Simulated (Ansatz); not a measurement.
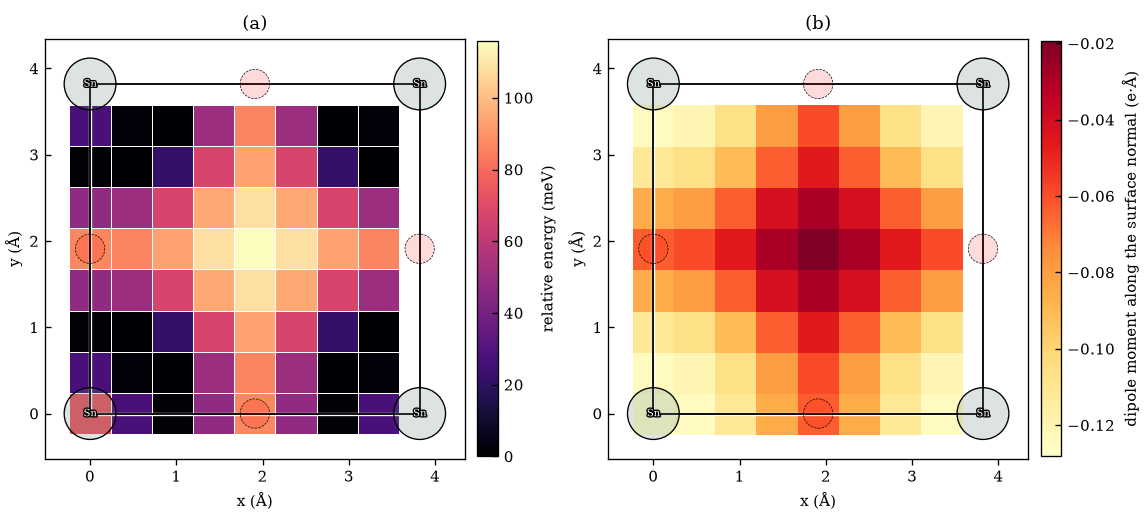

H on a two-dimensional sheet of SnO (4 atoms of substrate and one adsorbate in a 1 × 1 cell). H is moved over the surface cell at a fixed height above a rigid substrate; the origin of the map has the adsorbate above Sn4; the height is held at 2.20 Å. Places are given modulo a cell vector. The map is drawn in real space over the plane of the surface. Grid: 8 × 8 points; 15 points were computed and 49 follow by symmetry. Energies: meV, counted from the lowest grid point. With one adsorbate in each 1 × 1 cell, its nearest image is 3.8 Å away, so neighbouring adsorbates interact. At a fixed height the lowest place need not be the adsorption site. Method: DFT PBE+D3(BJ), scalar-relativistic, plane waves, PAW (Ansatz). Settings: cutoff 420 eV, k-mesh 7×7×1, gaussian smearing 0.05 eV, spin-polarised.

Panel (a) is the energy and panel (b) the computed dipole moment along the surface normal on the same grid.

The picture shows one coloured cell a grid point, labelled circles for the atoms of the top layer and small ones for the second layer, the outline of one cell of the plane.

**How does the dipole moment along the surface normal vary over the map, and what is it at the lowest grid point?**

It runs from −0.13 e·Å at the top site over a surface Sn atom, (0/8, 0/8) of the cell vectors to −0.02 e·Å at a fourfold hollow over a third-layer Sn atom, (4/8, 4/8) of the cell vectors. At the lowest grid point, (1/8, 2/8) of the cell vectors [nearest 1 Sn at 2.45 Å], it is −0.11 e·Å.

PAW datasets: the set soft_1.
